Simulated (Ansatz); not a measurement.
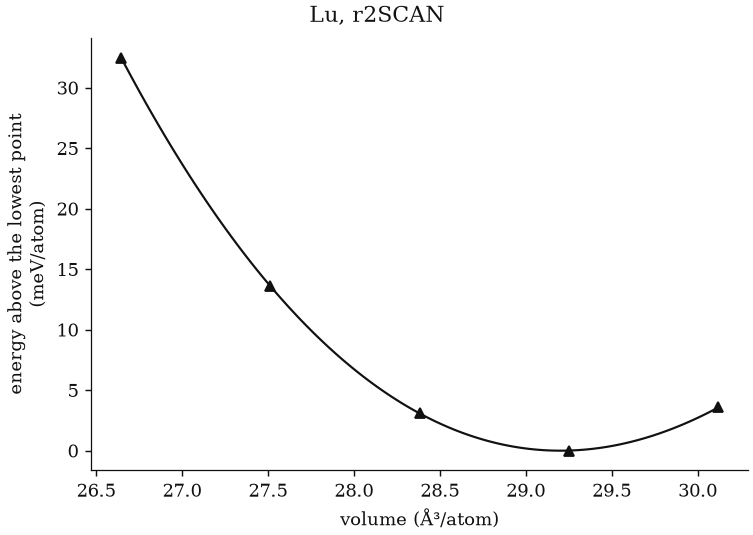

Figure. Energy above the lowest point against volume for Lu, space group Fm-3m (No. 225) (one of a set of cubic test structures, which need not be the stable phase).

A third-order Birch–Murnaghan fit gives V0 = 29.20 Å³/atom, B0 = 41.3 GPa. The energy above the lowest point is 32.5 meV/atom at volume 26.64 Å³/atom and 3.6 meV/atom at 30.12 Å³/atom; the lowest computed point is at volume 29.25 Å³/atom (0.0 meV/atom), and no other minimum shows among the points.

Method: equation of state of a cubic crystal from periodic Kohn-Sham density functional theory without spin, third-order Birch-Murnaghan fit to the free energies; pressure corrected for the finite basis (Ansatz 0.2.0 development build). Level: r2SCAN.

structure type fcc; atoms in cell 1; space group number 225; lattice centring face-centred primitive; k mesh 12×12×12; occupation method Fermi–Dirac; occupation width 0.1 eV; wave cutoff 700 eV; datasets hard PAW; density tolerance 1e−09 eV; bands 22; density cutoff ratio 4; search for lower states default; xc grid level 2.

Limits of the calculation: cubic model structure, not the ambient form; pseudopotentials made with PBE, not this functional.

Input of one of the runs behind the figure:
```
crystal:
  lattice:
    - [0.0, 2.421066276314, 2.421066276314]
    - [2.421066276314, 0.0, 2.421066276314]
    - [2.421066276314, 2.421066276314, 0.0]
  atoms:
    - { symbol: Lu, position: [0, 0, 0] }
kpoints:
  mp_grid: { grid: [12, 12, 12] }
hamiltonian:
  xc: r2scan
  pseudopotentials:
    kind: paw
    azcp:
      Lu: "pseudopotentials/pbe/paw/ansatz_paw_generated_hard_1/Lu.paw.azcp"
scf:
  occupations: { method: fermi_dirac, width: 0.1 }
  convergence: { dr2_threshold: "1e-9 eV" }
  max_iter: 300
output:
  forces: true
  stress: true
basis:
  xc_grid: 2
```

Run as:
```bash
ansatz run input.yaml --threads 1
```
